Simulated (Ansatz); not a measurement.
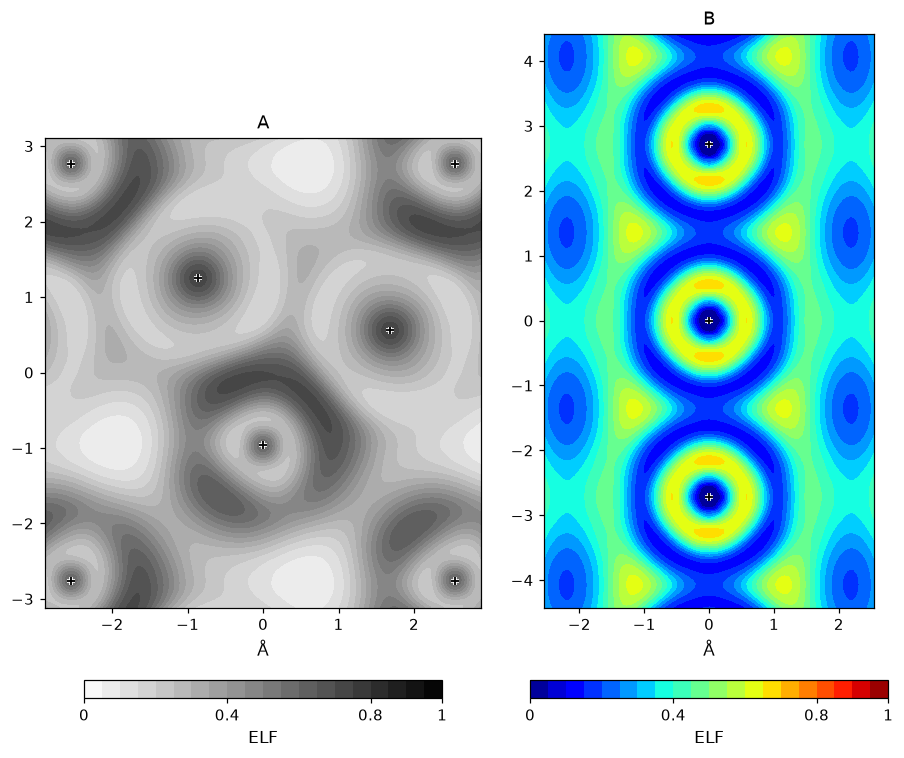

The electron localisation function of 2 systems, each on a plane through atoms (crosses mark nuclei in the plane).

All numbers below come from DFT PBEsol, scalar-relativistic, plane waves, PAW (Ansatz 0.2.0).

System 1: SiNi, the (010) plane of the conventional cell. Space group Pnma; changed on purpose from its base cell (strain +0.0175 x Voigt [0, 1, 0, 0, 0, 0], atoms carried along); computed pressure about −3 GPa in this cell; computed without spin polarisation.

```yaml
crystal:
  lattice:
    - [5.08783, 0.00000, 0.00000]
    - [0.00000, 3.41653, 0.00000]
    - [0.00000, 0.00000, 5.52783]
  atoms:
    - { symbol: Si, position: [0.32143, 0.75000, 0.08656] }
    - { symbol: Si, position: [0.17857, 0.25000, 0.58656] }
    - { symbol: Si, position: [0.82143, 0.75000, 0.41344] }
    - { symbol: Si, position: [0.67857, 0.25000, 0.91344] }
    - { symbol: Ni, position: [0.00930, 0.25000, 0.18739] }
    - { symbol: Ni, position: [0.49070, 0.75000, 0.68739] }
    - { symbol: Ni, position: [0.50930, 0.25000, 0.31261] }
    - { symbol: Ni, position: [0.99070, 0.75000, 0.81261] }
```

System 2: Ti, the (100) plane of the conventional cell. Space group P6/mmm; a structure from a database of computed crystals, not necessarily the ambient phase; changed on purpose from its base cell (equal strain along all axes, cell held, atoms relaxed: -3.0 %); computed pressure about 13 GPa in this cell; computed without spin polarisation.

```xyz
3
Lattice="4.3798 0.0000 0.0000 -2.1899 3.7930 0.0000 0.0000 0.0000 2.7148" Properties=species:S:1:pos:R:3 pbc="T T T"
Ti    0.0000    0.0000    0.0000
Ti    0.0000    2.5287    1.3574
Ti    2.1899    1.2643    1.3574
```

Which map belongs to which system?

Answer. Panel A is system 1, SiNi: the plane holds Si and Ni. Si–Ni (2.26 Å): the ELF peaks at about 0.70 in the valence shell of Si, 0.8 Å from its nucleus, and is about 0.50 at the midpoint. Panel B is system 2, Ti: the plane holds Ti. Ti–Ti (2.71 Å): the ELF is about 0.20 at the midpoint (no shared electron pair shows on this line).
